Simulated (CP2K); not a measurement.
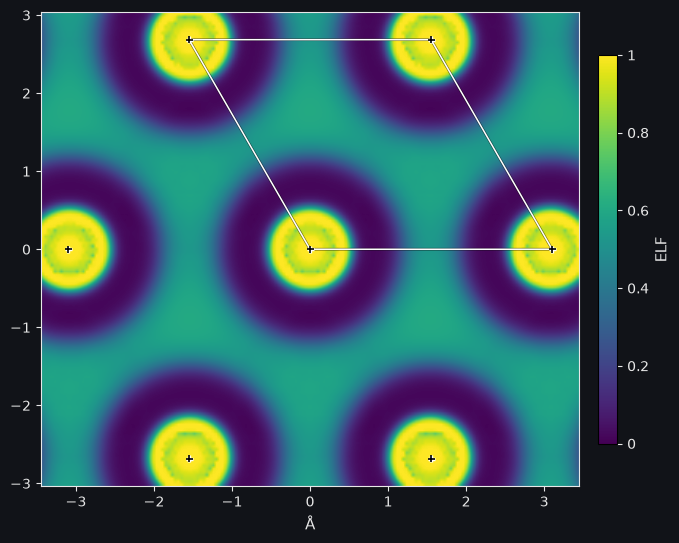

The ELF on a plane through atoms (crosses mark nuclei in the plane).

These are results of Kohn-Sham DFT of a periodic cell, RPBE, GTH-PBE with UZH-TZVP basis (CP2K 2026.2), not measurements.

Candidates:
A. Li, a = 3.10 Å, b = 3.10 Å, c = 22.76 Å, α = 90.00°, β = 90.00°, γ = 120.00°. Space group R-3m.
B. Ge, a = 5.66 Å, b = 5.66 Å, c = 5.66 Å, α = 90.00°, β = 90.00°, γ = 90.00°. Space group Fd-3m; computed pressure about 4 GPa in this cell.

Question: Which system is this?

Answer: Candidate A: Li on the (001) plane of the conventional cell, which holds Li. Li–Li (3.10 Å): the ELF reaches about 0.55 near the midpoint.
